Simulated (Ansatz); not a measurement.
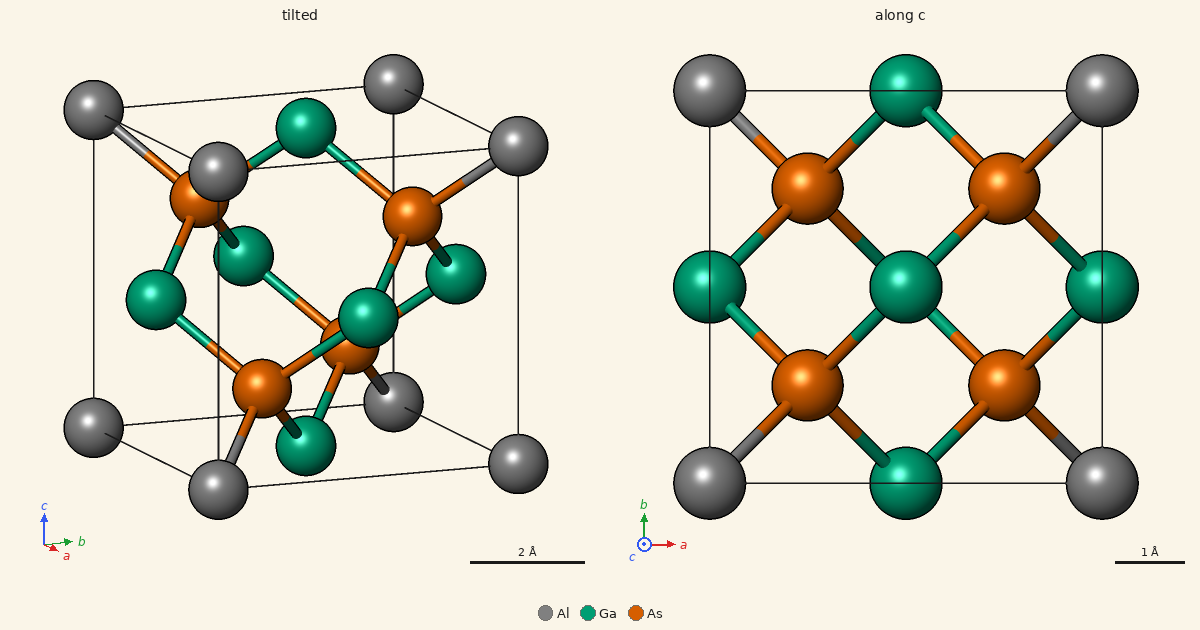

This ball-and-stick model is shown slightly off an axis and along the c axis. The frame is the conventional unit cell; atoms at its boundary are shown with their periodic copies. Cell: a = 5.74 Å, b = 5.74 Å, c = 5.74 Å, α = 90.00°, β = 90.00°, γ = 90.00°.

Starting structure: a structure type filled with these elements by a generator (whether the compound takes this form wasn't checked). Earlier steps of the study may have refined or changed the cell and positions. Ansatz was used for an electronic-structure calculation on it.

Question: What structure is drawn here?

Answer: The solid is AlGa3As4. It belongs to space group P-43m (No. 215) and has a primitive cubic lattice. The cell comprises 1 formula unit: 1 Al, 3 Ga, 4 As. Al bonds to four As in a tetrahedral arrangement at about 2.5 Å. About every Ga there are four As in a tetrahedral arrangement at about 2.5 Å. Each As atom has three Ga and one Al in a tetrahedral arrangement (about 2.5 Å to Ga, 2.5 Å to Al) around it. The bonds build a three-dimensional framework.

Method used: Ansatz, DFT r2SCAN, scalar-relativistic, plane waves, PAW. It ran with a plane-wave cutoff of 500 eV, a 6×6×6 k-point grid, Gaussian smearing of 0.02 eV, no spin polarisation.

Question: Is the electronic structure metallic or gapped?

Answer: A semiconductor at this level, with a gap of 1.03 eV, direct.

Question: What net charge does each kind of atom have (Bader)?

Answer: Al +2.05 e; Ga +0.76 e; As -1.08 e.

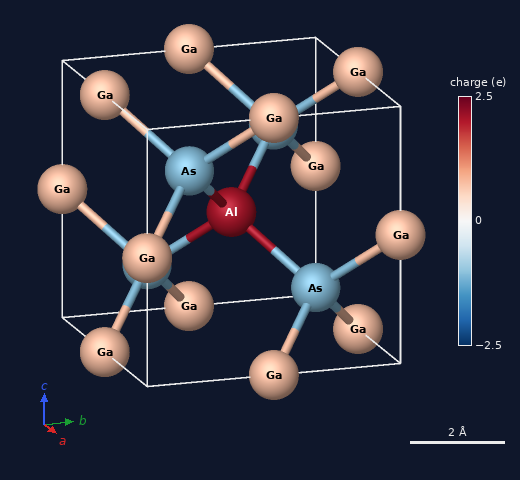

The atoms coloured by those charges. The run's cell of 8 atoms is drawn, so axes and origin can differ from the first picture.

Question: Does this geometry sit at a stationary point of the energy?

Answer: No. The largest force is 0.05 eV/Å, on As. The pressure is -2.5 GPa, so the cell would contract.
